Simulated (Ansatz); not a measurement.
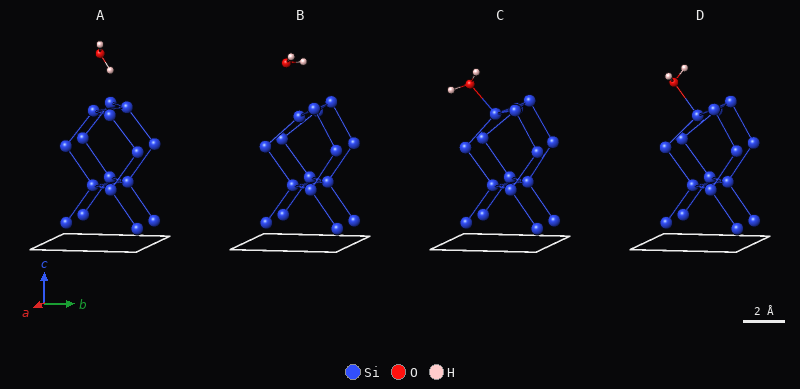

4 geometries from one constrained relaxation of a slab of composition Si16H2O (cut from the Fd-3m phase), in shuffled order. A ball-and-stick model of the cell of the calculation, outlined in the plane, without the vacuum (origin shifted), seen slightly off an axis.

Case: 1 H2O a cell, tilted, over a bridge Si-Si site. The slab is the (1 1 0) face of Si with H2O on it. 8 atoms are held fixed.

Level of theory: Ansatz 0.2.0, DFT PBE+D3(BJ), scalar-relativistic, plane waves, PAW. Settings: plane-wave cutoff 420 eV; k-point mesh 2 × 3 × 1; occupations gaussian; smearing width 0.05 eV; no spin polarisation; dipole correction; atoms relaxed in a fixed cell; force threshold 0.04 eV/Å; at most 100 steps.

**Order the frames from highest to lowest energy.**

A, B, D, C. They are steps 0, 10, 21, 35, at +1.214 eV per cell of the calculation, +0.504 eV per cell of the calculation, +0.313 eV per cell of the calculation relative to the last. After 33 accepted moves (35 points after the start) the energy has fallen by 1.214 eV per cell of the calculation. Largest force component: 0.73 eV/Å at the start, 0.032 eV/Å at the end. The line search rejected the trial steps at points 31, 33 of the run. The largest move is that of an H atom, 3.35 Å at 48° to the normal (−c side). Largest moves by element: H 3.35 Å, O 2.34 Å, Si 0.46 Å. The cell stays as it was. Some distances before and after: O–Si 2.961 → 1.966 Å, Si–Si 2.298 → 2.373 Å, Si–Si 2.298 → 2.351 Å, Si–Si 2.370 → 2.324 Å. New bonds form: O–Si (2.96 → 1.97 Å). Bond angles that change, for instance: Si–Si–Si 109.9° → 88.6°, Si–Si–Si 109.9° → 91.8°, Si–Si–Si 109.9° → 123.3°. The run may lie on a higher electronic state than the lowest, so the end point isn't shown to be the ground-state structure.

Limits of the set-up: the periodic images lie only 5.4 Å apart, so the values are limited by the cell's size.
